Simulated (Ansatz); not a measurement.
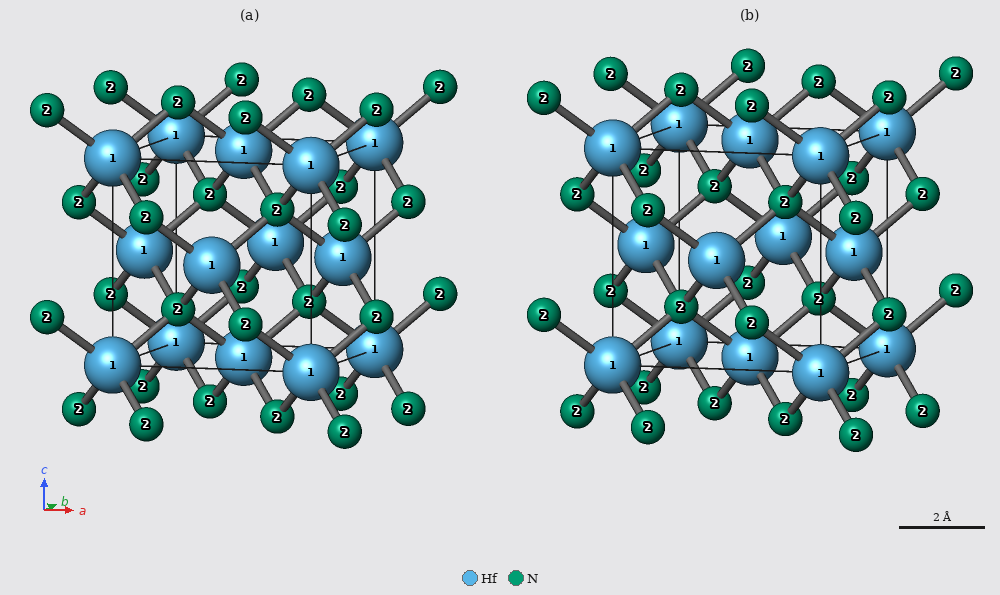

Left: a symmetric starting cell of HfN. Right: the same structure after one change, at the same scale. A ball-and-stick model of the conventional cell (4 times the calculation's cell), seen slightly off an axis. Lengths and directions refer to the drawn axes.

Method: Ansatz, DFT PBE, scalar-relativistic, plane waves, PAW. Settings: plane-wave cutoff 420 eV; k-point mesh 14 × 14 × 14; occupations gaussian; smearing width 0.1 eV; no spin polarisation.

Question: Which change leads from the left to the right?

Answer: All lengths are scaled by +4.8 % (volume +15.2 %), the atoms keeping their fractional coordinates. No relaxation follows. The starting cell wasn't computed here and needn't be at equilibrium, so pressure and forces aren't due to the change alone.

Question: And its effect?

Answer: Near-neighbour distances before and after: Hf–N 2.126 → 2.229 Å. The space group stays F-43m (No. 216). The pressure is −19.7 GPa (not all of it need come from the change, since the unchanged cell can be under pressure at this level too). All forces vanish by symmetry.
